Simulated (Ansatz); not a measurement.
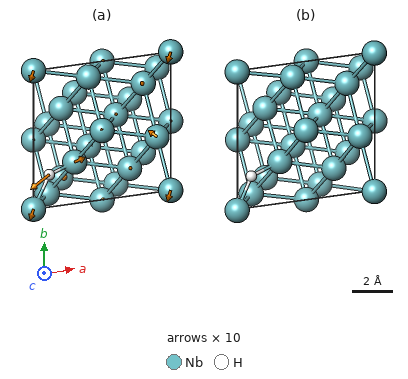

The structure of a defect cell of composition Nb₂₀H before (left) and after (right) a relaxation, at one scale. The orange arrows give the displacements, 10 times their true length.

The picture is a ball-and-stick view of the cell of the calculation, reduced to other axes, seen along the c axis. Lengths and directions refer to the drawn axes.

Case: H interstitial, charge +0, atoms relaxed.

These are results of DFT PBEsol, scalar-relativistic, plane waves, PAW (Ansatz), not measurements. (plane-wave cutoff 420 eV; k-point mesh 3 × 3 × 3; occupations gaussian; smearing width 0.1 eV; no spin polarisation; atoms relaxed in a fixed cell; force threshold 0.02 eV/Å; at most 60 steps)

Summarise the run.

Answer. After 3 accepted moves (4 points after the start) the energy has fallen by 0.278 eV per cell of the calculation. The largest force component goes from 2.3 to 0.018 eV/Å. 1 step only repeated the SCF at the same geometry. The atom that moves furthest is the H atom (0.14 Å roughly along [−3 −2 3]). Largest moves by element: H 0.14 Å, Nb 0.07 Å. The cell doesn't change. Among the contacts that change: H–Nb 1.692 → 1.898 Å, Nb–Nb 3.272 → 3.389 Å, Nb–Nb 2.834 → 2.949 Å, Nb–Nb 3.272 → 3.218 Å. Bond angles that change, for instance: Nb–H–Nb 96.9° → 102.2°, Nb–H–Nb 106.2° → 101.4°, Nb–H–Nb 96.8° → 101.4°.

Limits of the set-up: the periodic images lie only 7.1 Å apart, so the values are limited by the cell's size.
